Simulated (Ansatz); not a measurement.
## Geometry relaxation of C (part 3 of 5)

C (slab, 7 atoms in the cell); DFT PBE+D3(BJ), scalar-relativistic, plane waves, PAW, spin-polarised (Ansatz 0.2.0); cutoff 420 eV, 12×12×1 k-mesh, Gaussian smearing of 0.05 eV, collinear spins. The structure derives from an entry of the Crystallography Open Database. The input holds or restrains some coordinates. Forces given for the steps count only the free coordinates. It belongs to a series of runs on one base structure; here: C put at a bridge C-C site.

Geometry of the input (Å; fractional positions):
```
2.4650  0.0000  0.0000
-1.2325  2.1348  0.0000
0.0000  0.0000  25.6987
C  0.6667  0.3333  0.3308
C  0.3333  0.6667  0.3308
C  0.3333  0.6667  0.4611
C  0.0000  0.0000  0.4611
C  0.0000  0.0000  0.5914
C  0.6667  0.3333  0.5914
C  0.8333  0.6667  0.6443
```

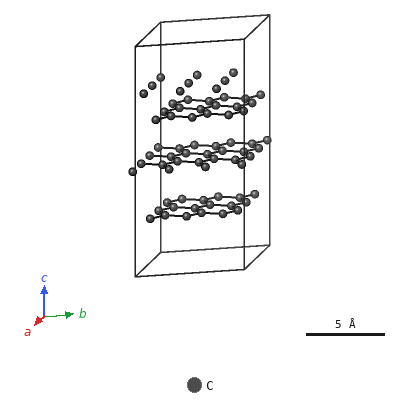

Figure 1. The geometry at step 12 of the log (ball-and-stick view of the 3 × 3 repeat of the cell, with the vacuum cut short, seen slightly off an axis).

Log, continued
```
SCF iter   1: F=—  HF=-1751.386069 eV  |F-HF|=—  |Δ(HF+E_count)|=         —  Δρ=6.34e-3 (↑6.20e-3 ↓6.34e-3)  dr2=2.41e-1  dr2_m=5.23e-4  M=0.000 μB ∫|m|=0.015 μB  β_m=0.30  ethr=8.65e-4  p=-0.095 e·Å  D=-1.27e-1 V/Å  ΔV_dip=3.26 eV  dr2_dipole=2.31e-2  V_vac-E_F(+/−)=7.27/4.01 eV  ⟨swp⟩=1.0  Hψ=8568  notcnv=0  defer=280
efield: sawtooth ramp at fractional position 0.9675 (handed on by an earlier solve), width 0.0400; the density the first Hamiltonian is built on has a dipole p = -0.095 e·Å; the dipole correction subtracts the counter field D = -1.27e-1 V/Å, which shifts the + side's vacuum level by +3.26 eV against the − side's; the planar-averaged density in the ramp window peaks in size at 2.7e-7 e/Å³
preconditioner: auto → LDOS  [metal: Δε(μ)=0.006 eV  Ē_g=15.143 eV  σ=0.050 eV  W_gap=0.07  n_scr=16 (ndim 8)  ℏωp=16.9 eV  f_vac=0.554  D(μ)=2.11/eV (n_scr^D=12)]
spin=Collinear: LDOS preconditioning applied to the charge; magnetization (m = ρ↑ − ρ↓) channel mixes plain (no charge-response kernel on spin).
SCF iter   2: F=—  HF=-1751.342639 eV  |F-HF|=—  |Δ(HF+E_count)|=   4.34e-2  Δρ=3.65e-3 (↑3.57e-3 ↓3.65e-3)  dr2=6.73e-2  dr2_m=3.15e-4  M=0.001 μB ∫|m|=0.012 μB  β_m=0.42  ethr=8.60e-4  p=-0.094 e·Å  D=-1.26e-1 V/Å  ΔV_dip=3.23 eV  dr2_dipole=1.26e-2  V_vac-E_F(+/−)=7.31/4.08 eV  ⟨swp⟩=2.4  Hψ=2531  notcnv=0  defer=280
density mixer auto → msr1: a metal under ldos (density of states about μ 0.47 of a free-electron gas's, 16 screened modes)
SCF iter   3: F=—  HF=-1751.332610 eV  |F-HF|=—  |Δ(HF+E_count)|=   1.00e-2  Δρ=1.21e-3 (↑1.21e-3 ↓1.21e-3)  dr2=1.36e-2  dr2_m=9.46e-5  M=0.001 μB ∫|m|=0.007 μB  β_m=0.54  ethr=2.40e-4  p=-0.093 e·Å  D=-1.24e-1 V/Å  ΔV_dip=3.20 eV  dr2_dipole=5.27e-3  V_vac-E_F(+/−)=7.34/4.14 eV  ⟨swp⟩=2.5  Hψ=2903  notcnv=0  defer=282
SCF iter   4: F=—  HF=-1751.333140 eV  |F-HF|=—  |Δ(HF+E_count)|=   5.30e-4  Δρ=6.67e-4 (↑6.66e-4 ↓6.67e-4)  dr2=3.04e-2  dr2_m=1.07e-5  M=0.001 μB ∫|m|=0.003 μB  β_m=0.41  ethr=4.84e-5  p=-0.086 e·Å  D=-1.16e-1 V/Å  ΔV_dip=2.97 eV  dr2_dipole=1.55e-2  V_vac-E_F(+/−)=7.34/4.36 eV  ⟨swp⟩=2.0  Hψ=2255  notcnv=0  defer=282  recentre
SCF iter   5: F=—  HF=-1751.332142 eV  |F-HF|=—  |Δ(HF+E_count)|=   9.98e-4  Δρ=5.76e-4 (↑5.76e-4 ↓5.76e-4)  dr2=5.70e-3  dr2_m=3.13e-5  M=0.001 μB ∫|m|=0.004 μB  β_m=0.51  ethr=4.84e-5  p=-0.091 e·Å  D=-1.22e-1 V/Å  ΔV_dip=3.13 eV  dr2_dipole=2.39e-3  V_vac-E_F(+/−)=7.35/4.21 eV  ⟨swp⟩=1.4  Hψ=2512  notcnv=0  defer=282
SCF iter   6: F=—  HF=-1751.332104 eV  |F-HF|=—  |Δ(HF+E_count)|=   3.85e-5  Δρ=1.78e-4 (↑1.78e-4 ↓1.77e-4)  dr2=1.01e-4  dr2_m=6.20e-6  M=0.001 μB ∫|m|=0.002 μB  β_m=0.58  ethr=2.04e-5  p=-0.090 e·Å  D=-1.21e-1 V/Å  ΔV_dip=3.10 eV  dr2_dipole=4.38e-6  V_vac-E_F(+/−)=7.35/4.25 eV  ⟨swp⟩=1.2  Hψ=1726  notcnv=0  defer=282
SCF iter   7: F=—  HF=-1751.332164 eV  |F-HF|=—  |Δ(HF+E_count)|=   6.01e-5  Δρ=7.58e-5 (↑7.58e-5 ↓7.23e-5)  dr2=1.51e-4  dr2_m=1.15e-6  M=0.001 μB ∫|m|=0.001 μB  β_m=0.58  ethr=3.59e-7  p=-0.090 e·Å  D=-1.21e-1 V/Å  ΔV_dip=3.10 eV  dr2_dipole=6.08e-5  V_vac-E_F(+/−)=7.35/4.25 eV  ⟨swp⟩=2.2  Hψ=2891  notcnv=0  defer=282
iter 8 did not close the SCF: its close was put off for a magnetic moment that had not settled (scf_convergence_deferred on its scf_iter line)
SCF iter   8: F=-1751.332176 eV  HF=-1751.332176 eV  |F-HF|=1.70e-7  |Δ(HF+E_count)|=   1.19e-5  Δρ=3.76e-5 (↑3.44e-5 ↓3.76e-5)  dr2=6.66e-6  dr2_m=2.25e-7  M=0.001 μB ∫|m|=0.001 μB  β_m=0.53  ethr=3.57e-7  p=-0.090 e·Å  D=-1.21e-1 V/Å  ΔV_dip=3.10 eV  dr2_dipole=1.73e-13  V_vac-E_F(+/−)=7.36/4.25 eV  ⟨swp⟩=21.2  Hψ=19792  notcnv=0
iter 9 did not close the SCF: its close was put off for a magnetic moment that had not settled (scf_convergence_deferred on its scf_iter line)
SCF iter   9: F=-1751.332170 eV  HF=-1751.332179 eV  |F-HF|=8.64e-6  |Δ(HF+E_count)|=   2.84e-6  Δρ=2.17e-5 (↑1.41e-5 ↓2.17e-5)  dr2=7.37e-6  dr2_m=6.62e-8  M=0.002 μB ∫|m|=0.002 μB  β_m=0.53  ethr=2.38e-8  p=-0.090 e·Å  D=-1.21e-1 V/Å  ΔV_dip=3.11 eV  dr2_dipole=3.02e-6  V_vac-E_F(+/−)=7.36/4.25 eV  ⟨swp⟩=13.5  Hψ=16158  notcnv=0
iter 10 did not close the SCF: its close was put off for a magnetic moment that had not settled (scf_convergence_deferred on its scf_iter line)
SCF iter  10: F=-1751.332179 eV  HF=-1751.332179 eV  |F-HF|=5.70e-7  |Δ(HF+E_count)|=   6.20e-7  Δρ=1.42e-5 (↑7.95e-6 ↓1.42e-5)  dr2=9.78e-7  dr2_m=8.25e-8  M=0.002 μB ∫|m|=0.002 μB  β_m=0.57  ethr=2.38e-8  p=-0.090 e·Å  D=-1.21e-1 V/Å  ΔV_dip=3.11 eV  dr2_dipole=2.65e-7  V_vac-E_F(+/−)=7.36/4.25 eV  ⟨swp⟩=13.1  Hψ=15120  notcnv=0
iter 11 did not close the SCF: its close was put off for a magnetic moment that had not settled (scf_convergence_deferred on its scf_iter line)
SCF iter  11: F=-1751.332180 eV  HF=-1751.332180 eV  |F-HF|=2.91e-8  |Δ(HF+E_count)|=   4.07e-7  Δρ=1.29e-5 (↑9.78e-6 ↓1.29e-5)  dr2=2.75e-7  dr2_m=1.50e-7  M=0.003 μB ∫|m|=0.003 μB  β_m=0.78  ethr=3.49e-9  p=-0.090 e·Å  D=-1.21e-1 V/Å  ΔV_dip=3.11 eV  dr2_dipole=1.12e-7  V_vac-E_F(+/−)=7.36/4.25 eV  ⟨swp⟩=11.7  Hψ=14664  notcnv=0
iter 12 did not close the SCF: its close was put off for a magnetic moment that had not settled (scf_convergence_deferred on its scf_iter line)
SCF iter  12: F=-1751.332180 eV  HF=-1751.332180 eV  |F-HF|=1.61e-7  |Δ(HF+E_count)|=   6.97e-7  Δρ=1.78e-5 (↑1.78e-5 ↓1.49e-5)  dr2=3.64e-7  dr2_m=3.23e-7  M=0.004 μB ∫|m|=0.004 μB  β_m=0.89  ethr=9.81e-10  p=-0.090 e·Å  D=-1.21e-1 V/Å  ΔV_dip=3.11 eV  dr2_dipole=1.63e-7  V_vac-E_F(+/−)=7.36/4.25 eV  ⟨swp⟩=11.1  Hψ=14742  notcnv=0
iter 13 did not close the SCF: its close was put off for a magnetic moment that had not settled (scf_convergence_deferred on its scf_iter line)
SCF iter  13: F=-1751.332182 eV  HF=-1751.332181 eV  |F-HF|=4.39e-7  |Δ(HF+E_count)|=   7.13e-7  Δρ=2.14e-5 (↑2.14e-5 ↓2.03e-5)  dr2=7.13e-8  dr2_m=5.36e-7  M=0.005 μB ∫|m|=0.005 μB  β_m=0.95  ethr=9.81e-10  p=-0.090 e·Å  D=-1.21e-1 V/Å  ΔV_dip=3.11 eV  dr2_dipole=2.39e-8  V_vac-E_F(+/−)=7.36/4.25 eV  ⟨swp⟩=10.1  Hψ=14239  notcnv=0
iter 14 did not close the SCF: its close was put off for a magnetic moment that had not settled (scf_convergence_deferred on its scf_iter line)
SCF iter  14: F=-1751.332181 eV  HF=-1751.332180 eV  |F-HF|=2.09e-7  |Δ(HF+E_count)|=   8.51e-7  Δρ=1.49e-5 (↑1.49e-5 ↓1.46e-5)  dr2=5.42e-8  dr2_m=2.68e-7  M=0.004 μB ∫|m|=0.004 μB  β_m=0.97  ethr=2.54e-10  p=-0.090 e·Å  D=-1.21e-1 V/Å  ΔV_dip=3.11 eV  dr2_dipole=1.09e-8  V_vac-E_F(+/−)=7.36/4.25 eV  ⟨swp⟩=10.3  Hψ=14256  notcnv=0
iter 15 did not close the SCF: its close was put off for a magnetic moment that had not settled (scf_convergence_deferred on its scf_iter line)
SCF iter  15: F=-1751.332180 eV  HF=-1751.332180 eV  |F-HF|=5.37e-8  |Δ(HF+E_count)|=   7.29e-7  Δρ=6.48e-6 (↑6.48e-6 ↓5.89e-6)  dr2=1.54e-8  dr2_m=4.58e-8  M=0.001 μB ∫|m|=0.001 μB  β_m=0.99  ethr=1.94e-10  p=-0.090 e·Å  D=-1.21e-1 V/Å  ΔV_dip=3.11 eV  dr2_dipole=2.81e-10  V_vac-E_F(+/−)=7.36/4.25 eV  ⟨swp⟩=9.5  Hψ=14603  notcnv=0
SCF iter  16: F=-1751.332180 eV  HF=-1751.332180 eV  |F-HF|=1.13e-9  |Δ(HF+E_count)|=   1.17e-7  Δρ=1.86e-6 (↑1.66e-6 ↓1.86e-6)  dr2=5.78e-9  dr2_m=2.78e-9  M=0.000 μB ∫|m|=0.000 μB  ethr=5.51e-11  p=-0.090 e·Å  D=-1.21e-1 V/Å  ΔV_dip=3.11 eV  dr2_dipole=5.21e-10  V_vac-E_F(+/−)=7.36/4.25 eV  ⟨swp⟩=9.4  Hψ=14212  notcnv=0
the starting moments were not kept: the SCF closed with an absolute magnetisation of 3.6e-4 μB, where they sum to 2 μB in size (1 site). That is at most 0.1 of that sum. Measured as dr2_m measures the in/out step, that magnetisation stands 5.7e-8 eV from none, at or under the dr2_threshold of 1.0e-4 eV: it is no larger than a step whose dr2_m would equal this threshold.
The SCF converged. Along the directions that its mixing steps explored, a Ritz value of the dielectric operator 1 − χ₀K read negative at each of the last 4 readings (its real part and the size of its imaginary part sum to between -0.28 and -0.19).
SCF 2 converged in 16 iterations: F = -1751.332180 eV  dr2 = 5.78e-9
[... from here on the iterations of each SCF are left out, up to the last one ...]
relax step   2: F+E_penalty+E_count = -1751.33217951 eV  Δ(F+E_penalty+E_count) = -1.681e-1 eV  max|allowed force component| = 3.006e0 eV/Å  Δτ_max = 0.0736 Å  (16 SCF iters, dr2 threshold 1.00e-4 eV, accepted)
[... from here on the SCF iterations and repeated set-up lines of each step are left out, up to the last step ...]
SCF 3 converged in 24 iterations: F = -1751.695430 eV  dr2 = 7.68e-11
relax step   3: F+E_penalty+E_count = -1751.69542977 eV  Δ(F+E_penalty+E_count) = -3.633e-1 eV  max|allowed force component| = 4.733e-1 eV/Å  Δτ_max = 0.1943 Å  (24 SCF iters, accepted)
SCF 4 converged in 16 iterations: F = -1751.699353 eV  dr2 = 1.78e-11
relax step   4: F+E_penalty+E_count = -1751.69935308 eV  Δ(F+E_penalty+E_count) = -3.923e-3 eV  max|allowed force component| = 4.422e-1 eV/Å  Δτ_max = 0.0626 Å  (16 SCF iters, accepted)
SCF 5 converged in 14 iterations: F = -1751.702195 eV  dr2 = 2.79e-11
relax step   5: F+E_penalty+E_count = -1751.70219451 eV  Δ(F+E_penalty+E_count) = -2.841e-3 eV  max|allowed force component| = 9.028e-3 eV/Å  Δτ_max = 0.0444 Å  (14 SCF iters, accepted)
SCF 6 converged in 15 iterations: F = -1751.702564 eV  dr2 = 2.96e-11
relax step   6: F+E_penalty+E_count = -1751.70256424 eV  Δ(F+E_penalty+E_count) = -3.697e-4 eV  max|allowed force component| = 3.564e-2 eV/Å  Δτ_max = 0.0372 Å  (15 SCF iters, accepted)
SCF 7 converged in 17 iterations: F = -1751.703258 eV  dr2 = 4.40e-11
relax step   7: F+E_penalty+E_count = -1751.70325794 eV  Δ(F+E_penalty+E_count) = -6.937e-4 eV  max|allowed force component| = 6.059e-2 eV/Å  Δτ_max = 0.1349 Å  (17 SCF iters, accepted)
SCF 8 converged in 16 iterations: F = -1751.703564 eV  dr2 = 1.10e-11
relax step   8: F+E_penalty+E_count = -1751.70356417 eV  Δ(F+E_penalty+E_count) = -3.062e-4 eV  max|allowed force component| = 3.249e-2 eV/Å  Δτ_max = 0.0676 Å  (16 SCF iters, accepted)
SCF 9 converged in 19 iterations: F = -1751.704303 eV  dr2 = 1.30e-11
relax step   9: F+E_penalty+E_count = -1751.70430325 eV  Δ(F+E_penalty+E_count) = -7.391e-4 eV  max|allowed force component| = 7.464e-2 eV/Å  Δτ_max = 0.1950 Å  (19 SCF iters, accepted)
SCF 10 converged in 20 iterations: F = -1751.705460 eV  dr2 = 3.75e-12
relax step  10: F+E_penalty+E_count = -1751.70546050 eV  Δ(F+E_penalty+E_count) = -1.157e-3 eV  max|allowed force component| = 1.085e-1 eV/Å  Δτ_max = 0.1948 Å  (20 SCF iters, accepted)
SCF 11 converged in 18 iterations: F = -1751.707363 eV  dr2 = 7.48e-11
relax step  11: F+E_penalty+E_count = -1751.70736338 eV  Δ(F+E_penalty+E_count) = -1.903e-3 eV  max|allowed force component| = 9.379e-2 eV/Å  Δτ_max = 0.1947 Å  (18 SCF iters, accepted)
SCF 12 converged in 17 iterations: F = -1751.710813 eV  dr2 = 1.34e-10
relax step  12: F+E_penalty+E_count = -1751.71081299 eV  Δ(F+E_penalty+E_count) = -3.450e-3 eV  max|allowed force component| = 1.540e-1 eV/Å  Δτ_max = 0.1940 Å  (17 SCF iters, accepted)
SCF 13 converged in 17 iterations: F = -1751.717528 eV  dr2 = 1.40e-11
relax step  13: F+E_penalty+E_count = -1751.71752808 eV  Δ(F+E_penalty+E_count) = -6.715e-3 eV  max|allowed force component| = 2.235e-1 eV/Å  Δτ_max = 0.1921 Å  (17 SCF iters, accepted)
SCF 14 converged in 17 iterations: F = -1751.731440 eV  dr2 = 2.30e-11
relax step  14: F+E_penalty+E_count = -1751.73143990 eV  Δ(F+E_penalty+E_count) = -1.391e-2 eV  max|allowed force component| = 3.244e-1 eV/Å  Δτ_max = 0.1967 Å  (17 SCF iters, accepted)
SCF 15 converged in 16 iterations: F = -1751.769711 eV  dr2 = 2.18e-11
relax step  15: F+E_penalty+E_count = -1751.76971144 eV  Δ(F+E_penalty+E_count) = -3.827e-2 eV  max|allowed force component| = 4.633e-1 eV/Å  Δτ_max = 0.1916 Å  (16 SCF iters, accepted)
SCF 16 converged in 14 iterations: F = -1751.840876 eV  dr2 = 5.61e-11
relax step  16: F+E_penalty+E_count = -1751.84087596 eV  Δ(F+E_penalty+E_count) = -7.116e-2 eV  max|allowed force component| = 6.425e-1 eV/Å  Δτ_max = 0.1954 Å  (14 SCF iters, accepted)
SCF 17 converged in 16 iterations: F = -1751.914748 eV  dr2 = 2.81e-12
relax step  17: F+E_penalty+E_count = -1751.91474756 eV  Δ(F+E_penalty+E_count) = -7.387e-2 eV  max|allowed force component| = 6.262e-1 eV/Å  Δτ_max = 0.1903 Å  (16 SCF iters, accepted)
SCF 18 converged in 14 iterations: F = -1751.949523 eV  dr2 = 1.93e-10
relax step  18: F+E_penalty+E_count = -1751.94952327 eV  Δ(F+E_penalty+E_count) = -3.478e-2 eV  max|allowed force component| = 5.025e-1 eV/Å  Δτ_max = 0.1948 Å  (14 SCF iters, accepted)
SCF 19 converged in 12 iterations: F = -1751.967839 eV  dr2 = 7.85e-12
relax step  19: F+E_penalty+E_count = -1751.96783886 eV  Δ(F+E_penalty+E_count) = -1.832e-2 eV  max|allowed force component| = 8.308e-2 eV/Å  Δτ_max = 0.0475 Å  (12 SCF iters, accepted)
SCF 20 converged in 11 iterations: F = -1751.968263 eV  dr2 = 1.28e-11
relax step  20: F+E_penalty+E_count = -1751.96826332 eV  Δ(F+E_penalty+E_count) = -4.245e-4 eV  max|allowed force component| = 5.595e-3 eV/Å  Δτ_max = 0.0197 Å  (11 SCF iters, accepted)
SCF 21 converged in 14 iterations: F = -1751.968758 eV  dr2 = 1.03e-11
relax step  21: F+E_penalty+E_count = -1751.96875834 eV  Δ(F+E_penalty+E_count) = -4.950e-4 eV  max|allowed force component| = 1.091e-2 eV/Å  Δτ_max = 0.1924 Å  (14 SCF iters, accepted)
SCF 22 converged in 15 iterations: F = -1751.968290 eV  dr2 = 2.35e-10
relax step  22: F+E_penalty+E_count = -1751.96829016 eV  Δ(F+E_penalty+E_count) = +4.682e-4 eV  max|allowed force component| = 6.184e-2 eV/Å  Δτ_max = 0.1965 Å  (15 SCF iters, rejected (line search))
iter 1 solved again at ethr=6.14e-4 eV; its pass at ethr=3.10e-3 eV (dr2=1.72e-1 eV) is discarded
```
